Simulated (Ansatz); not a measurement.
System: Tl, space group Fm-3m (No. 225) (one of a set of cubic test structures, which need not be the stable phase).

Calculation (Ansatz 0.2.0 development build): equation of state of a cubic crystal from periodic Kohn-Sham density functional theory without spin, third-order Birch-Murnaghan fit to the free energies; pressure corrected for the finite basis. Level: r2SCAN, no spin-orbit coupling.

- structure type: fcc
- atoms in cell: 1
- space group number: 225
- lattice centring: face-centred primitive
- k mesh: 12×12×12
- occupation method: Fermi–Dirac
- occupation width: 0.1 eV
- wave cutoff: 700 eV
- datasets: hard PAW
- density tolerance: 1e−09 eV
- bands: 15
- density cutoff ratio: 4
- search for lower states: default
- xc grid level: 2

What does the calculation give for the energy above the lowest point against volume? The volume takes the values 28.70, 29.64, 30.57, 31.51, 32.45 Å³/atom.

A third-order Birch–Murnaghan fit gives V0 = 29.93 Å³/atom, B0 = 31.9 GPa and B′ = 5.4. The energy above the lowest point is 5.2 meV/atom at volume 28.70 Å³/atom and 17.4 meV/atom at 32.45 Å³/atom; the lowest computed point is at volume 29.64 Å³/atom (0.0 meV/atom), and no other minimum shows among the points.

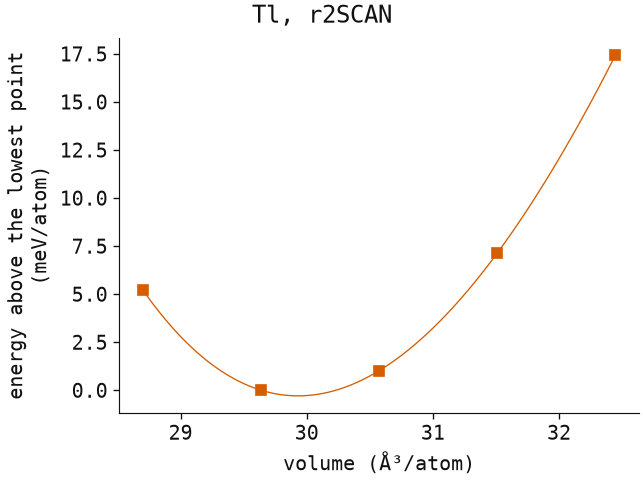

Keep in mind: cubic model structure, not the ambient form; no spin-orbit coupling with 6p elements; pseudopotentials made with PBE, not this functional.
